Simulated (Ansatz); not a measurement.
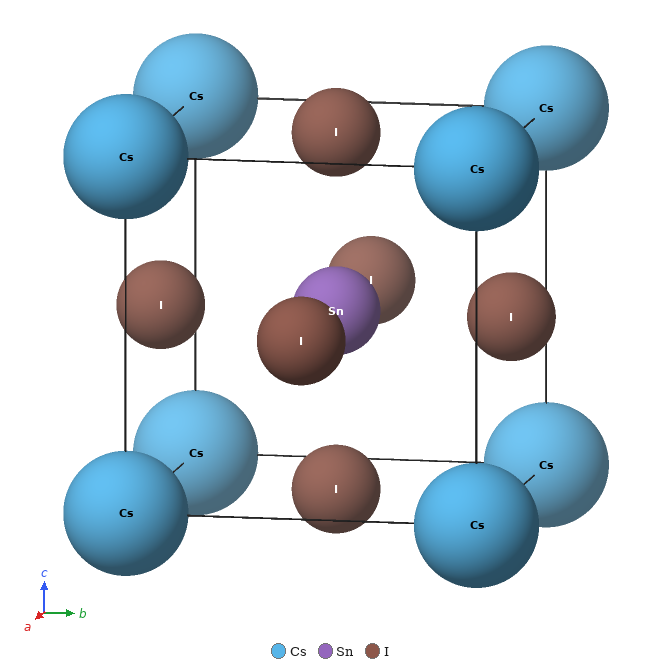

Structure drawing (spheres-only), viewed slightly off an axis. Thin lines show the unit cell, with boundary atoms drawn in all their periodic places.

CsSnI3, a = 6.179 Å, b = 6.179 Å, c = 6.259 Å, α = 90.00°, β = 90.00°, γ = 90.00°. Strictly the space group is P4/mmm (No. 123, within 0.01 Å). It is a distorted form of a primitive cubic structure, space group Pm-3m (No. 221) within 0.25 Å: cubic perovskite. The cell started as a structure type filled with these elements by a generator (whether the compound takes this form wasn't checked). The cell was then strained or its atoms displaced on purpose. It was the input of a calculation with Ansatz.

This one geometry was computed with Ansatz (DFT, plane waves, PAW) at three levels of theory: r2SCAN, HSE06 and PBE. It was relaxed with r2SCAN and then strained.

How does the band gap change with the level of theory?

Answer. PBE: a gap of 0.25 eV, direct; r2SCAN: a gap of 0.36 eV, direct; HSE06: a gap of 0.71 eV, direct.

Collect the results in a table.

Answer.
| level | cutoff (eV) | k-mesh of the run's cell | gap (eV) | pressure (GPa) |
| --- | --- | --- | --- | --- |
| r2SCAN | 500 | 4×4×4 | 0.36 | 0.3 |
| HSE06 | 420 | 2×2×2 | 0.71 | 1.8 |
| PBE | 420 | 4×4×4 | 0.25 | 0.8 |

Gaps are taken on the k-mesh or band path of each run.
